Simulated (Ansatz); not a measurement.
System: BN.

```
B N
1.0
     3.75966    2.17064    0.00000
    -1.25322    2.17064    0.00000
    -0.93991   -0.54266   13.23369
B N
8 8
Direct
  0.76042 0.50000 0.87500
  0.26042 0.00000 0.87500
  0.63542 0.50000 0.37500
  0.13542 0.00000 0.37500
  0.73958 0.00000 0.12500
  0.23958 0.50000 0.12500
  0.86458 0.00000 0.62500
  0.36458 0.50000 0.62500
  0.57292 0.50000 0.12500
  0.07292 0.00000 0.12500
  0.69792 0.50000 0.62500
  0.19792 0.00000 0.62500
  0.92708 0.00000 0.87500
  0.42708 0.50000 0.87500
  0.80208 0.00000 0.37500
  0.30208 0.50000 0.37500
```

Space group C2/m.

All numbers below come from Ansatz 0.2.0, DFT PBE+D3(BJ), scalar-relativistic, plane waves, PAW.

Predict the valence pseudo-density and electron localisation function between the atoms.

Answer. B–N (1.45 Å): ρ at the midpoint is about 1.8 e/Å³; the ELF peaks at about 0.95 between the atoms, as expected for a shared but strongly polarised pair.

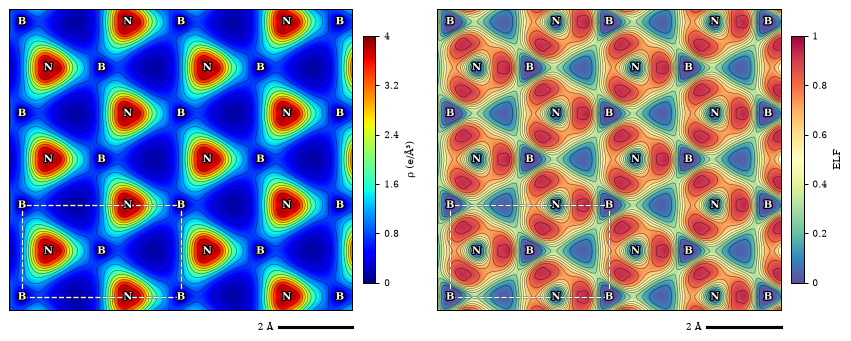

Computed valence pseudo-density and electron localisation function on the (001) plane of the conventional cell, in this order. 

Core electrons are frozen (PAW), and the valence fields are smoothed inside the atomic spheres.
